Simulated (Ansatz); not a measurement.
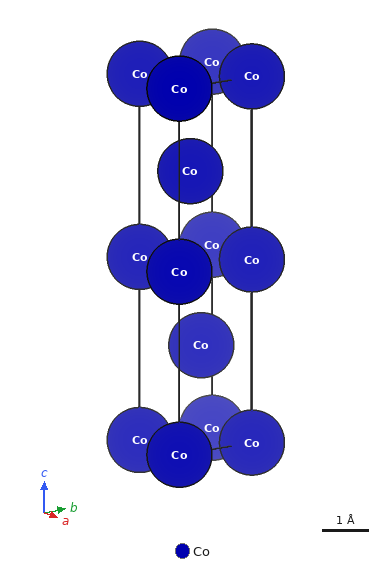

Spheres-only drawing of the structure, looking slightly off an axis. The frame is the conventional unit cell; atoms at its boundary are shown with their periodic copies. Cell: a = 2.492 Å, b = 2.492 Å, c = 8.093 Å, α = 90.00°, β = 90.00°, γ = 120.00°.

The element is cobalt. The atoms follow space group P6_3/mmc (No. 194); the Bravais lattice is primitive hexagonal. The arrangement is known as double hexagonal close-packed (α-La type). The cell holds four atoms. Each Co atom is coordinated by twelve Co at about 2.5 Å.

It goes back to a structure listed in the Materials Project. Earlier steps of the study, as a rule a relaxation of our own, may have changed the cell and positions, so they can lie some per cent off the listed ones. It was run through Ansatz as a DFT input.
